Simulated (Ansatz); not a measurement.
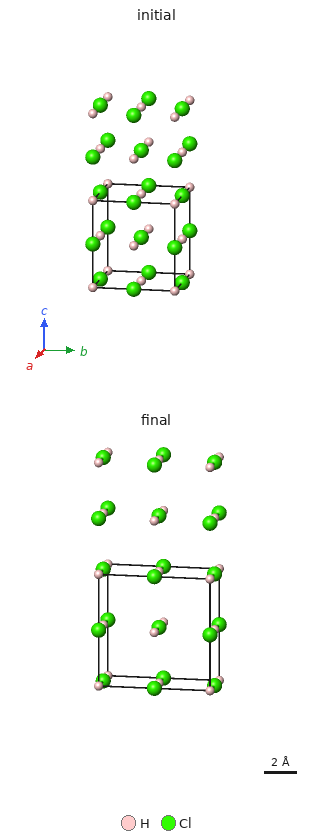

The structure of a crystal of HCl (set up in Fmmm) (coarse preliminary run) before (top) and after (bottom) a relaxation, at one scale.

A ball-and-stick model of the conventional cell (4 times the calculation's cell), repeated 1 × 1 × 2 with one cell outlined, seen slightly off an axis. Lengths and directions refer to the drawn axes.

These are results of DFT PBEsol, scalar-relativistic, plane waves, PAW in Ansatz, not measurements.

Input file:
```yaml
crystal:
  lattice:
    - [0.0, 2.675, 2.855]
    - [2.515, 0.0, 2.855]
    - [2.515, 2.675, 0.0]
  atoms:
    - { symbol: H, position: [0.0, 0.0, 0.0] }
    - { symbol: Cl, position: [0.5, 0.5, 0.5] }
basis:
  ecutwfc: 420
kpoints:
  mp_grid: { grid: [6, 6, 6] }
hamiltonian:
  xc: pbesol
scf:
  occupations: { method: gaussian, width: 0.1 }
output:
  forces: true
  stress: true
  eigenvalues: true
relax:
  adjacent_minimum: "off"
  f_tol: 0.05
  max_steps: 80
  cell: { stress_tol: 0.5 }
```

Run as
```bash
ansatz run input.yaml --threads 1 --pin off --max-ram 3072MiB --backend cpu --events-out ev --progress --plain --runs-dir out
```

### Describe what moved and what it gained.

No atom moves by more than 0.005 Å relative to the cell. The drawn cell changes as follows: a 5.030 → 3.070 Å (−39.0 %), b 5.350 → 7.271 Å (+35.9 %), c 5.710 → 7.333 Å (+28.4 %); the volume changes by +6.5 %. Among the contacts that change: H1–Cl2 2.515 → 1.535 Å. New bonds form, among them: H1–Cl2 (2.52 → 1.53 Å). The space group stays Fmmm (No. 69). Over 16 accepted moves (18 points after the start) the energy falls by 1225 meV per atom. All forces vanish by symmetry, so only the cell relaxes. The pressure goes from −10.79 to 0.08 GPa. The SCF was repeated twice at an unchanged geometry on a basis and grid sized afresh for the cell, which shifted the energy by 8.6 meV per atom at most. The run took 17 s on 1 thread of Arm Neoverse V2, on a shared host, peak memory 0.3 GiB.
